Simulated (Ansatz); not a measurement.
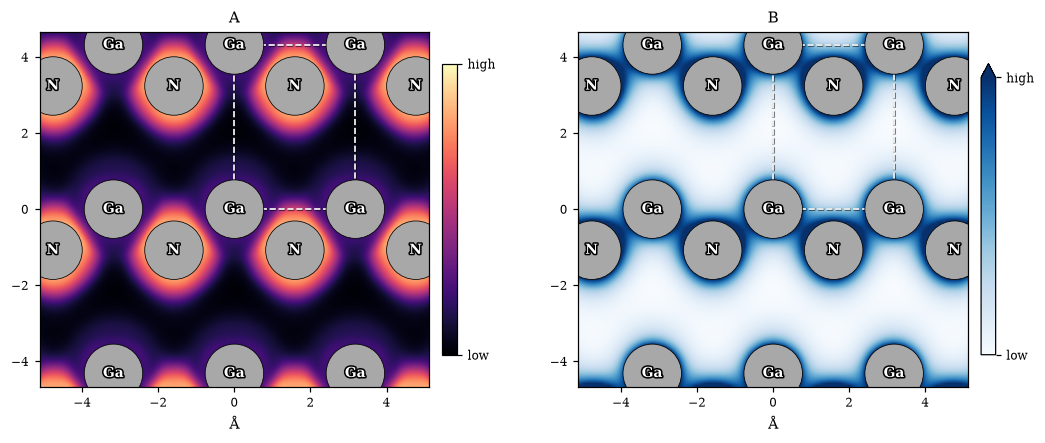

GaN: 2 fields on the (010) plane of the conventional cell, with unlabelled colour scales. Grey discs cover the atomic cores.

Space group I-4m2; started from the zincblende prototype, which need not be the ambient phase; changed on purpose from its base cell (uniaxial z strain -4.0%); computed pressure about 9 GPa in this cell.

These are results of DFT, HSE06, plane waves, PAW in Ansatz 0.2.0, not measurements.

Match the panels to the quantities (electron localisation function and valence pseudo-density).

Panel A: electron localisation function. Panel B: valence pseudo-density. From the grid: Ga–N (1.92 Å): ρ is about 0.78 e/Å³ halfway; the ELF peaks at about 0.85 in the valence shell of N, 0.7 Å from its nucleus, and is about 0.50 at the midpoint.
